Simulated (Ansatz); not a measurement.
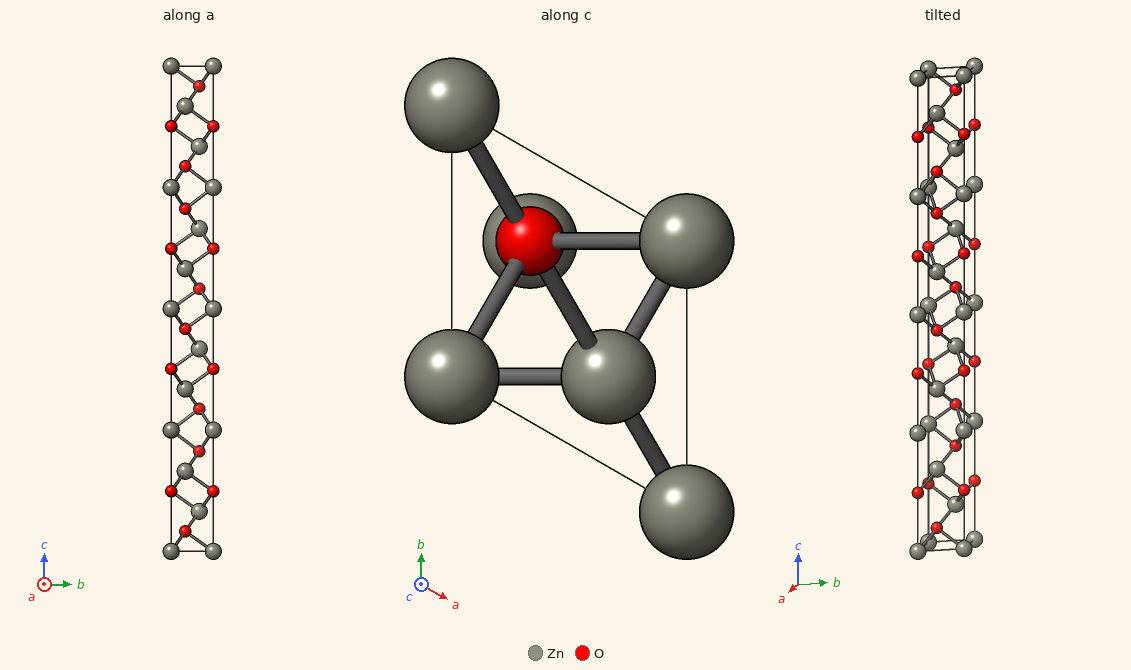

Ball-and-stick representation of a periodic structure, projected along the a axis, along the c axis and slightly off an axis. The wireframe shows the conventional unit cell. Cell: a = 3.047 Å, b = 3.047 Å, c = 30.385 Å, α = 90.00°, β = 90.00°, γ = 120.00°.

Summary of the structure:

The structure is one of ZnO. The lattice is primitive hexagonal and the space group P6_3/mmc (No. 194). In the cell are 12 Zn, 12 O, which makes 12 formula units. The coordination shell of Zn holds six O at about 2.2 Å. Around each O lie six Zn in an octahedral arrangement at about 2.2 Å. The bonds build a three-dimensional framework.

It goes back to a structure listed in the Materials Project. Atoms and cell were optimised with DFT PBE, scalar-relativistic, plane waves, PAW in Ansatz.
